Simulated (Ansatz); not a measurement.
**Field-gradient calculation of HfSi47 (part 2 of 2)**

Continued. System: HfSi47 (defect cell, 48 atoms in the cell). Method: DFT, PBE, plane waves, PAW, no spin polarisation (Ansatz 0.2.0); cutoff 420 eV, 3×2×2 k-mesh, Fermi–Dirac smearing of 0.01 eV. The structure derives from an entry of the Crystallography Open Database.

**Output, continued**
```
  k-point 0: bands = ["-44.7598", "-14.0338", "-14.0170", "-13.9683", "-1.5238", "0.4430", "0.4924", "0.5635", "0.6812", "1.3922", "1.4141", "2.0439", "2.0775", "2.4477", "2.5841", "2.6251", "2.7216", "3.3110", "3.4618", "3.5153", "3.5843", "3.9599", "4.1291", "4.2453", "4.2613", "4.7335", "4.8264", "5.2162", "5.2263", "5.2288", "5.2318", "5.2411", "5.2437", "5.2477", "6.2346", "6.3954", "6.4242", "6.4979", "6.5519", "6.5988", "6.6819", "6.8145", "6.9208", "7.0715", "7.8186", "8.0134", "8.2860", "8.3320", "8.4149", "8.4489", "8.5349", "8.5602", "8.7268", "8.7561", "8.8694", "8.9535", "9.0796", "9.2122", "9.2518", "9.3790", "9.4144", "9.5901", "9.6641", "9.8016", "9.8457", "10.0465", "10.2433", "10.4443", "10.9757", "11.0135", "11.1951", "11.3466", "11.4530", "11.6189", "11.6381", "11.8085", "11.8102", "12.2557", "12.2645", "12.4177", "12.7165", "12.7452", "12.8660", "12.9414", "13.4892", "13.7669", "13.7672", "13.8120", "13.8794", "14.0039", "14.0974", "14.1616", "14.2255", "14.2350", "14.2755", "14.4341", "14.5077", "14.5920", "14.6981", "14.7966", "14.8432", "14.9238", "15.3631", "15.4221", "15.6850", "15.7301", "15.7829", "15.9784", "16.1214", "16.2983", "16.4150", "16.5190", "16.5556", "16.6804", "16.7646", "16.8128", "16.9626", "17.0133", "17.0720", "17.1774", "17.2673", "17.3818", "17.6817", "17.8175", "17.8418", "18.0804", "18.2256", "18.4473", "18.6093", "18.7913", "18.8325", "18.8748", "18.9309", "18.9632", "19.0526", "19.1621", "19.2256", "19.3367", "19.5133", "19.5172", "19.5687", "19.7304", "19.7704", "19.8467", "19.9585", "19.9910", "20.0429", "20.3990", "20.6183", "20.6995", "20.8821", "21.2156", "21.2981", "21.5351", "21.5593"]
  k-point 1: bands = ["-44.7598", "-14.0338", "-14.0170", "-13.9683", "-1.0519", "-0.9258", "0.9201", "0.9684", "1.0888", "1.1221", "1.8039", "1.8476", "1.9965", "2.0139", "2.4645", "2.4975", "2.7123", "2.7445", "3.2025", "3.3125", "4.9668", "4.9882", "5.0204", "5.0472", "5.0677", "5.1639", "5.1792", "5.2134", "5.2268", "5.2344", "5.2700", "5.2849", "5.3001", "5.3557", "5.4152", "5.8129", "6.0101", "6.0643", "6.0757", "6.4384", "6.5080", "6.6631", "6.6825", "6.7796", "6.8281", "6.8706", "6.9813", "6.9981", "7.0911", "7.6143", "7.6604", "8.7751", "8.8037", "9.0165", "9.1850", "9.3502", "9.3611", "9.4275", "9.7821", "10.3221", "10.3667", "10.5004", "10.6418", "10.6861", "10.7957", "10.8974", "10.9377", "10.9473", "10.9550", "11.0315", "11.3915", "11.4111", "11.5885", "12.0737", "12.1083", "12.2551", "12.2721", "12.5525", "12.5600", "12.6747", "12.7843", "12.8922", "13.0030", "13.0643", "13.1049", "13.1868", "13.3007", "13.6082", "13.6830", "13.6948", "13.7128", "13.8877", "13.8953", "13.9267", "14.0592", "14.1525", "14.4278", "14.5081", "14.5178", "14.7297", "14.7811", "14.8534", "15.0465", "15.1564", "15.1721", "15.3752", "15.4576", "15.4874", "15.6271", "15.8344", "16.1014", "16.2017", "16.2500", "16.2946", "16.4696", "16.5496", "16.5706", "16.8805", "16.9018", "17.0512", "17.1844", "17.2399", "17.3782", "17.5410", "17.9667", "18.0314", "18.0857", "18.2640", "18.3575", "18.4046", "18.5890", "18.8647", "18.8802", "19.0513", "19.3333", "19.4719", "19.4882", "19.5111", "19.5327", "19.7090", "19.7196", "19.8563", "19.9735", "20.0089", "20.0859", "20.1889", "20.2754", "20.5907", "20.7720", "20.8817", "21.2502", "21.2573", "21.4177", "21.7410", "21.8333"]
  k-point 2: bands = ["-44.7598", "-14.0338", "-14.0170", "-13.9683", "-1.0678", "-0.9510", "0.9783", "1.0400", "1.0695", "1.1342", "1.2304", "1.4074", "2.5191", "2.5574", "2.9411", "3.0244", "3.1520", "3.2933", "3.3511", "3.4344", "3.8817", "3.9305", "4.4386", "4.5542", "4.6346", "4.7035", "4.8661", "4.9901", "5.1594", "5.2143", "5.2219", "5.2239", "5.2375", "5.2570", "5.2578", "5.2848", "5.2977", "5.7166", "5.8933", "6.1041", "6.1377", "7.0698", "7.1651", "7.1843", "7.4003", "7.7649", "7.7812", "8.7799", "8.9588", "9.0624", "9.1343", "9.2768", "9.2923", "9.2982", "9.3544", "9.5671", "9.5957", "9.7888", "9.8633", "9.9852", "10.0283", "10.0544", "10.1340", "10.2458", "10.4155", "10.5676", "10.5824", "10.6732", "10.8759", "10.9577", "11.0564", "11.2050", "11.4025", "11.4740", "11.7010", "11.7691", "11.8978", "12.0487", "12.1075", "12.1260", "12.1760", "12.2199", "12.2542", "12.3471", "12.4766", "12.5996", "12.6122", "12.6421", "12.6534", "12.7250", "12.7682", "13.1123", "13.3503", "13.4712", "13.5274", "14.0047", "14.4159", "15.0129", "15.0678", "15.3367", "15.4371", "15.6098", "15.6810", "15.9093", "16.2879", "16.3050", "16.5122", "16.5371", "16.7321", "16.7736", "16.8577", "16.8760", "16.9082", "17.1736", "17.2777", "17.5000", "17.5748", "17.6004", "17.8108", "17.8611", "17.9600", "18.0484", "18.1770", "18.3122", "18.3161", "18.3755", "18.4093", "18.4649", "18.4651", "18.5198", "18.5377", "18.6064", "18.7193", "18.7525", "18.8313", "18.8339", "18.8968", "18.9349", "19.1806", "19.2472", "19.4373", "19.5088", "19.5169", "19.9212", "19.9613", "20.0605", "20.1242", "20.1736", "20.3299", "20.4849", "20.6570", "20.6579", "20.7973", "20.8080", "21.0914"]
  k-point 7: bands = ["-44.7598", "-14.0339", "-14.0170", "-13.9683", "-0.6011", "-0.4730", "0.1362", "0.2462", "0.2942", "0.5567", "1.9035", "2.0620", "2.3404", "2.4908", "2.5754", "2.7313", "3.6016", "3.6041", "3.9324", "4.0615", "4.2654", "4.3342", "4.3604", "4.4223", "4.5840", "4.7777", "5.0760", "5.2167", "5.2243", "5.2262", "5.2291", "5.2354", "5.2432", "5.2567", "5.4585", "6.0153", "6.0660", "6.3678", "6.4202", "6.4985", "6.6548", "6.6970", "6.7100", "6.9264", "7.1975", "7.3468", "7.4668", "7.4871", "7.8946", "7.9508", "8.0668", "8.2417", "8.2798", "8.3525", "8.4886", "8.5328", "8.7695", "8.9703", "9.1931", "9.8059", "10.0469", "10.1068", "10.2690", "10.6229", "10.6747", "10.9505", "11.0346", "11.1374", "11.2408", "11.3568", "11.4015", "11.4566", "11.6678", "11.6841", "11.8645", "12.1190", "12.1213", "12.2129", "12.3089", "12.3993", "12.6414", "12.7237", "12.7772", "13.1710", "13.2069", "13.3399", "13.4981", "13.5002", "13.5361", "13.6321", "13.7816", "13.8306", "13.9423", "14.0008", "14.2712", "14.6029", "14.6644", "14.7429", "14.7712", "14.9236", "15.0391", "15.1625", "15.2303", "15.4990", "15.6379", "15.7279", "15.8352", "16.1389", "16.2421", "16.4094", "16.4966", "16.6007", "16.6250", "16.7547", "16.7954", "16.8727", "17.2104", "17.2127", "17.4916", "17.5728", "17.6752", "17.7952", "17.8090", "17.8624", "18.0517", "18.0970", "18.3331", "18.4897", "18.5906", "18.7575", "18.8334", "18.9257", "19.1637", "19.2420", "19.3088", "19.3161", "19.4683", "19.5018", "19.5833", "19.6362", "19.6448", "19.7892", "19.8104", "19.9458", "19.9774", "20.0572", "20.1322", "20.2253", "20.3224", "20.3921", "20.6360", "20.6511", "20.7809", "20.8349", "20.8598"]
--- Löwdin populations: 48 sites ---
  site symbol       q [e]
     0     Hf     26.6862
     1     Si      3.8562
     2     Si      3.8029
     3     Si      3.8627
     4     Si      3.8729
     5     Si      3.8586
     6     Si      3.8103
     7     Si      3.8570
     8     Si      3.8022
     9     Si      3.8597
    10     Si      3.7880
    11     Si      3.8582
    12     Si      3.8820
    13     Si      3.8539
    14     Si      3.8822
    15     Si      3.8452
    16     Si      3.8097
    17     Si      3.8636
    18     Si      3.8542
    19     Si      3.8335
    20     Si      3.8701
    21     Si      3.8534
    22     Si      3.7971
    23     Si      3.8549
    24     Si      3.8050
    25     Si      3.8050
    26     Si      3.8085
    27     Si      3.8085
    28     Si      3.8548
    29     Si      3.8548
    30     Si      3.8522
    31     Si      3.8522
    32     Si      3.8499
    33     Si      3.8499
    34     Si      3.8609
    35     Si      3.8609
    36     Si      3.8594
    37     Si      3.8594
    38     Si      3.8499
    39     Si      3.8499
    40     Si      3.8097
    41     Si      3.8097
    42     Si      3.8664
    43     Si      3.8664
    44     Si      3.8726
    45     Si      3.8726
    46     Si      3.8582
    47     Si      3.8582
  spilling = 0.030795 (of n_electrons = 214.000000)
```

**File populations.tsv**
```
# site	symbol	l	j	q
# orbitals = lowdin
# n_electrons = 214.000000
# spilling = 0.030795
0	Hf	0_5S	-	1.898330
0	Hf	0_6S	-	0.513930
0	Hf	1_5P	-	5.945304
0	Hf	2_5D	-	4.359861
0	Hf	3_4F	-	13.968737
1	Si	0_3S	-	1.211137
1	Si	1_3P	-	2.645064
2	Si	0_3S	-	1.174573
2	Si	1_3P	-	2.628294
3	Si	0_3S	-	1.241787
3	Si	1_3P	-	2.620928
4	Si	0_3S	-	1.243429
4	Si	1_3P	-	2.629471
5	Si	0_3S	-	1.247101
5	Si	1_3P	-	2.611450
6	Si	0_3S	-	1.173417
6	Si	1_3P	-	2.636842
7	Si	0_3S	-	1.240270
7	Si	1_3P	-	2.616752
8	Si	0_3S	-	1.180906
8	Si	1_3P	-	2.621299
9	Si	0_3S	-	1.244309
9	Si	1_3P	-	2.615411
10	Si	0_3S	-	1.181016
10	Si	1_3P	-	2.606966
11	Si	0_3S	-	1.242787
11	Si	1_3P	-	2.615411
12	Si	0_3S	-	1.243538
12	Si	1_3P	-	2.638420
13	Si	0_3S	-	1.237090
13	Si	1_3P	-	2.616810
14	Si	0_3S	-	1.236884
14	Si	1_3P	-	2.645344
15	Si	0_3S	-	1.224728
15	Si	1_3P	-	2.620513
16	Si	0_3S	-	1.180982
16	Si	1_3P	-	2.628741
17	Si	0_3S	-	1.241236
17	Si	1_3P	-	2.622317
18	Si	0_3S	-	1.223424
18	Si	1_3P	-	2.630728
19	Si	0_3S	-	1.231029
19	Si	1_3P	-	2.602477
20	Si	0_3S	-	1.241469
20	Si	1_3P	-	2.628630
21	Si	0_3S	-	1.238028
21	Si	1_3P	-	2.615403
22	Si	0_3S	-	1.178109
22	Si	1_3P	-	2.619014
23	Si	0_3S	-	1.242919
23	Si	1_3P	-	2.611974
24	Si	0_3S	-	1.173810
24	Si	1_3P	-	2.631224
25	Si	0_3S	-	1.173810
25	Si	1_3P	-	2.631224
26	Si	0_3S	-	1.180319
26	Si	1_3P	-	2.628200
27	Si	0_3S	-	1.180319
27	Si	1_3P	-	2.628200
28	Si	0_3S	-	1.229604
28	Si	1_3P	-	2.625178
29	Si	0_3S	-	1.229604
29	Si	1_3P	-	2.625178
30	Si	0_3S	-	1.231930
30	Si	1_3P	-	2.620307
31	Si	0_3S	-	1.231930
31	Si	1_3P	-	2.620307
32	Si	0_3S	-	1.219465
32	Si	1_3P	-	2.630470
33	Si	0_3S	-	1.219465
33	Si	1_3P	-	2.630470
34	Si	0_3S	-	1.241927
34	Si	1_3P	-	2.618962
35	Si	0_3S	-	1.241927
35	Si	1_3P	-	2.618962
36	Si	0_3S	-	1.225428
36	Si	1_3P	-	2.634011
37	Si	0_3S	-	1.225428
37	Si	1_3P	-	2.634011
38	Si	0_3S	-	1.229389
38	Si	1_3P	-	2.620509
39	Si	0_3S	-	1.229389
39	Si	1_3P	-	2.620509
40	Si	0_3S	-	1.180212
40	Si	1_3P	-	2.629526
41	Si	0_3S	-	1.180212
41	Si	1_3P	-	2.629526
42	Si	0_3S	-	1.244066
42	Si	1_3P	-	2.622329
43	Si	0_3S	-	1.244066
43	Si	1_3P	-	2.622329
44	Si	0_3S	-	1.226477
44	Si	1_3P	-	2.646076
45	Si	0_3S	-	1.226477
45	Si	1_3P	-	2.646076
46	Si	0_3S	-	1.246549
46	Si	1_3P	-	2.611626
47	Si	0_3S	-	1.246549
47	Si	1_3P	-	2.611626
```

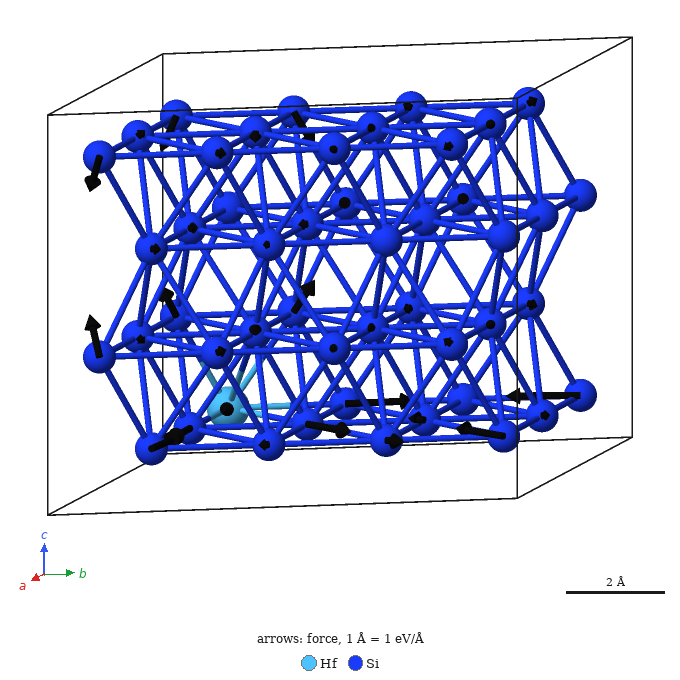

Forces on the atoms as black arrows (ball-and-stick view of the cell of the calculation, seen slightly off an axis); the smallest are left out. The largest act on Si7 (1.54 eV/Å); Si3 (1.47 eV/Å); Si17 (1.36 eV/Å); Si23 (1.33 eV/Å), among others. Atoms are counted from 1 in the order of the input and aren't labelled in the picture. The geometry is not a stationary point of this energy.

This output came from the following input.

**Input**
```yaml
crystal:
  lattice:
    - [7.332, 0.0, 0.0]
    - [-4.888, 8.4662643472, 0.0]
    - [0.0, 0.0, 8.304]
  atoms:
    - { symbol: Hf, position: [0.1111111111, 0.1666666667, 0.125] }
    - { symbol: Si, position: [0.1111111111, 0.1666666667, 0.625] }
    - { symbol: Si, position: [0.1111111111, 0.4166666667, 0.125] }
    - { symbol: Si, position: [0.1111111111, 0.4166666667, 0.625] }
    - { symbol: Si, position: [0.1111111111, 0.6666666667, 0.125] }
    - { symbol: Si, position: [0.1111111111, 0.6666666667, 0.625] }
    - { symbol: Si, position: [0.1111111111, 0.9166666667, 0.125] }
    - { symbol: Si, position: [0.1111111111, 0.9166666667, 0.625] }
    - { symbol: Si, position: [0.4444444444, 0.1666666667, 0.125] }
    - { symbol: Si, position: [0.4444444444, 0.1666666667, 0.625] }
    - { symbol: Si, position: [0.4444444444, 0.4166666667, 0.125] }
    - { symbol: Si, position: [0.4444444444, 0.4166666667, 0.625] }
    - { symbol: Si, position: [0.4444444444, 0.6666666667, 0.125] }
    - { symbol: Si, position: [0.4444444444, 0.6666666667, 0.625] }
    - { symbol: Si, position: [0.4444444444, 0.9166666667, 0.125] }
    - { symbol: Si, position: [0.4444444444, 0.9166666667, 0.625] }
    - { symbol: Si, position: [0.7777777778, 0.1666666667, 0.125] }
    - { symbol: Si, position: [0.7777777778, 0.1666666667, 0.625] }
    - { symbol: Si, position: [0.7777777778, 0.4166666667, 0.125] }
    - { symbol: Si, position: [0.7777777778, 0.4166666667, 0.625] }
    - { symbol: Si, position: [0.7777777778, 0.6666666667, 0.125] }
    - { symbol: Si, position: [0.7777777778, 0.6666666667, 0.625] }
    - { symbol: Si, position: [0.7777777778, 0.9166666667, 0.125] }
    - { symbol: Si, position: [0.7777777778, 0.9166666667, 0.625] }
    - { symbol: Si, position: [0.2222222222, 0.0833333333, 0.375] }
    - { symbol: Si, position: [0.2222222222, 0.0833333333, 0.875] }
    - { symbol: Si, position: [0.2222222222, 0.3333333333, 0.375] }
    - { symbol: Si, position: [0.2222222222, 0.3333333333, 0.875] }
    - { symbol: Si, position: [0.2222222222, 0.5833333333, 0.375] }
    - { symbol: Si, position: [0.2222222222, 0.5833333333, 0.875] }
    - { symbol: Si, position: [0.2222222222, 0.8333333333, 0.375] }
    - { symbol: Si, position: [0.2222222222, 0.8333333333, 0.875] }
    - { symbol: Si, position: [0.5555555556, 0.0833333333, 0.375] }
    - { symbol: Si, position: [0.5555555556, 0.0833333333, 0.875] }
    - { symbol: Si, position: [0.5555555556, 0.3333333333, 0.375] }
    - { symbol: Si, position: [0.5555555556, 0.3333333333, 0.875] }
    - { symbol: Si, position: [0.5555555556, 0.5833333333, 0.375] }
    - { symbol: Si, position: [0.5555555556, 0.5833333333, 0.875] }
    - { symbol: Si, position: [0.5555555556, 0.8333333333, 0.375] }
    - { symbol: Si, position: [0.5555555556, 0.8333333333, 0.875] }
    - { symbol: Si, position: [0.8888888889, 0.0833333333, 0.375] }
    - { symbol: Si, position: [0.8888888889, 0.0833333333, 0.875] }
    - { symbol: Si, position: [0.8888888889, 0.3333333333, 0.375] }
    - { symbol: Si, position: [0.8888888889, 0.3333333333, 0.875] }
    - { symbol: Si, position: [0.8888888889, 0.5833333333, 0.375] }
    - { symbol: Si, position: [0.8888888889, 0.5833333333, 0.875] }
    - { symbol: Si, position: [0.8888888889, 0.8333333333, 0.375] }
    - { symbol: Si, position: [0.8888888889, 0.8333333333, 0.875] }
kpoints:
  mp_grid: { grid: [3, 2, 2] }
scf:
  occupations: { method: fermi_dirac, width: 0.01 }
  algorithm: direct_min
hamiltonian:
  xc: pbe
  pseudopotentials: { kind: paw }
output:
  forces: true
  stress: true
  populations: true
  efg: { quadrupole_moments_barn: { Hf: 3.365 }, contact_densities: true }
```

Run as:
```bash
ansatz run input.yaml --threads 1 --pin off --max-ram 3072MiB --backend cpu --events-out ev --progress --plain --runs-dir out
```

**Results in brief**

```tsv
quantity	value
outcome	converged
electrons treated	214
free energy	−45559.5989 eV
Fermi energy	15.918 eV
pressure	53.89 GPa
field gradient V_zz (10²¹ V/m²)	Hf 6.77, Si −0.36, Si −2.64, Si 0.68, Si −0.98, Si 0.67, Si −2.88, Si −0.62 (the first 8 of 48 sites)
largest force (length of the vector)	1.538 eV/Å
hardware	1 thread of Intel Xeon @ 2.50GHz (Skylake/Cascade Lake), 64 GiB of memory available, shared host
wall time	4.5 min
peak memory	1.9 GiB
```

**Remarks**

Settings chosen away from the usual ones: scf.algorithm = "direct_min". Warnings of the run: the field gradients leave out spin–orbit coupling. Spin–orbit coupling is left out, which matters for Hf.
